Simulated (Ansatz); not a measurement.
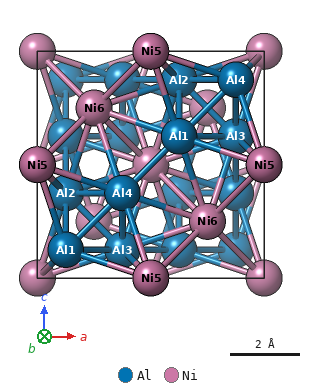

This is the input geometry for a relaxation of crystalline Al2Ni (a generated structure, set up in Fd-3m) (coarse preliminary run). Style: ball-and-stick. Shown: the conventional cell (4 times the calculation's cell), along the b axis. Lengths and directions refer to the drawn axes.

Computed with DFT PBE, scalar-relativistic, plane waves, PAW (Ansatz).

Input file:
```yaml
crystal:
  lattice:
    - [0.0, 3.32332466, 3.32332466]
    - [3.32332466, 0.0, 3.32332466]
    - [3.32332466, 3.32332466, 0.0]
  atoms:
    - { symbol: Al, position: [0.125, 0.125, 0.125] }
    - { symbol: Al, position: [0.625, 0.125, 0.125] }
    - { symbol: Al, position: [0.125, 0.125, 0.625] }
    - { symbol: Al, position: [0.125, 0.625, 0.125] }
    - { symbol: Ni, position: [0.5, 0.5, 0.5], spin: 2.0 }
    - { symbol: Ni, position: [0.75, 0.75, 0.75], spin: 2.0 }
basis:
  ecutwfc: 420
kpoints:
  mp_grid: { grid: [4, 4, 4] }
hamiltonian:
  xc: pbe
scf:
  occupations: { method: gaussian, width: 0.1 }
  lower_state_search: "off"
output:
  forces: true
  stress: true
  eigenvalues: true
  populations: true
magnetization:
  spin_polarized: true
relax:
  adjacent_minimum: "off"
  f_tol: 0.04
  max_steps: 70
  cell: { stress_tol: 0.4 }
```

Command:
```bash
ansatz run input.yaml --threads 1 --pin off --max-ram 2560MiB --backend cpu --events-out ev --progress --plain --runs-dir out
```

Predict the outcome.

After 3 accepted moves (4 points after the start) the energy has fallen by 158 meV per atom. All forces vanish by symmetry, so only the cell relaxes. Pressure: 25.19 GPa at the start and 0.23 GPa at the end. The SCF was repeated once at an unchanged geometry on a basis and grid sized afresh for the cell, which shifted the energy by 2.6 meV per atom at most. No atom moves by more than 0.005 Å relative to the cell. The volume changes by +18.9 %, with a = b = c 6.647 → 7.041 Å (+5.9 %). Some distances before and after: Ni5–Ni6 2.878 → 3.049 Å, Al1–Ni5 2.756 → 2.919 Å, Al1–Al2 2.350 → 2.489 Å. The space group stays Fd-3m (No. 227). The program noted that the starting moments weren't kept. Cost: 20 s on 1 thread of Arm Neoverse V1 (shared host), peak memory 0.36 GiB.

History of the run:

```
step  E − E(0), meV/atom  pressure, GPa  volume, Å³/atom                      note
   0                0.00          25.19           12.235                          
   1             -124.10           9.70           13.417                          
   2             -153.86           1.87           14.280                          
   3             -155.19          -0.08           14.541                          
   4             -157.80           0.23           14.541  same geometry, new basis
```

Final geometry:

```
CELL_PARAMETERS angstrom
0.00000 3.52025 3.52025
3.52025 0.00000 3.52025
3.52025 3.52025 0.00000
ATOMIC_POSITIONS crystal
Al 0.12500 0.12500 0.12500
Al 0.62500 0.12500 0.12500
Al 0.12500 0.12500 0.62500
Al 0.12500 0.62500 0.12500
Ni 0.50000 0.50000 0.50000
Ni 0.75000 0.75000 0.75000
```

After the run, drawn alike:

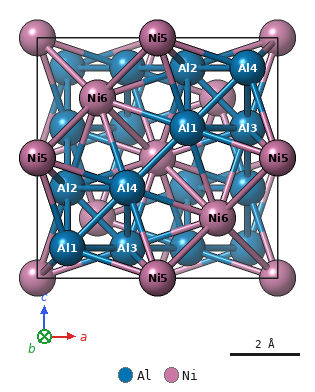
